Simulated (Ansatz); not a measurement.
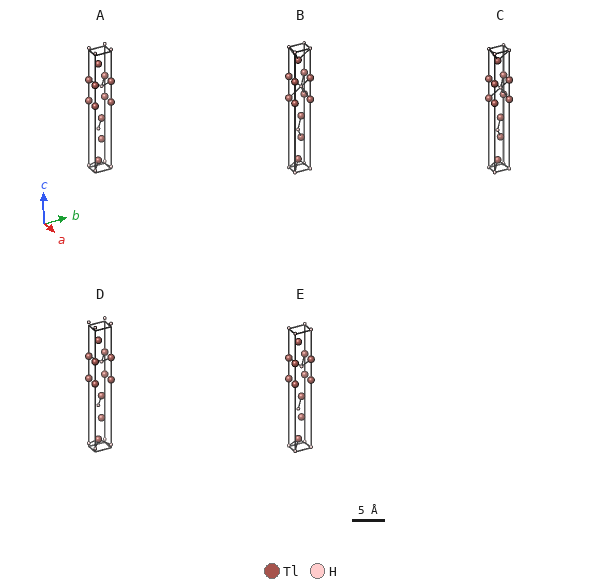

5 geometries from one relaxation of crystalline Tl₂H (built on the 3R molybdenite_160 type) (coarse preliminary run), in shuffled order. The picture is a ball-and-stick view of the conventional cell (3 times the calculation's cell), seen slightly off an axis. Lengths and directions refer to the drawn axes.

Case: 3R molybdenite type (R3m, No. 160).

Theory: Ansatz, DFT PBE, scalar-relativistic, plane waves, PAW. Settings: plane-wave cutoff 420 eV; k-point mesh 6 × 6 × 6; occupations gaussian; smearing width 0.1 eV; no spin polarisation; cell and atoms relaxed; force threshold 0.04 eV/Å; at most 70 steps.

Put them in the order of the run, from the start to the converged end.

Answer. C, B, E, A, D. They are steps 0, 1, 5, 7, 11, at +111 meV per atom, +36.3 meV per atom, +22.9 meV per atom, +7.9 meV per atom relative to the last. After 9 accepted moves (11 points after the start) the energy has fallen by 111 meV per atom. Largest force component: 0.7 eV/Å at the start, 0.0078 eV/Å at the end. The pressure goes from 6.76 to 0.01 GPa. The line search rejected the trial step at point 2 of the run. At 1 point the geometry stayed and the basis and grid were re-selected for the new cell (energy shift of 1.8 meV per atom at most each time). The H atom moves most relative to the cell: 0.50 Å along +c. By element the largest moves are H 0.50 Å, Tl 0.44 Å. The volume changes by +20.5 %, with a = b 3.295 → 3.578 Å (+8.6 %), c 19.138 → 19.557 Å (+2.2 %). Some distances before and after: H–Tl 2.463 → 3.274 Å, H–Tl 2.463 → 2.309 Å. The space group stays R3m (No. 160).
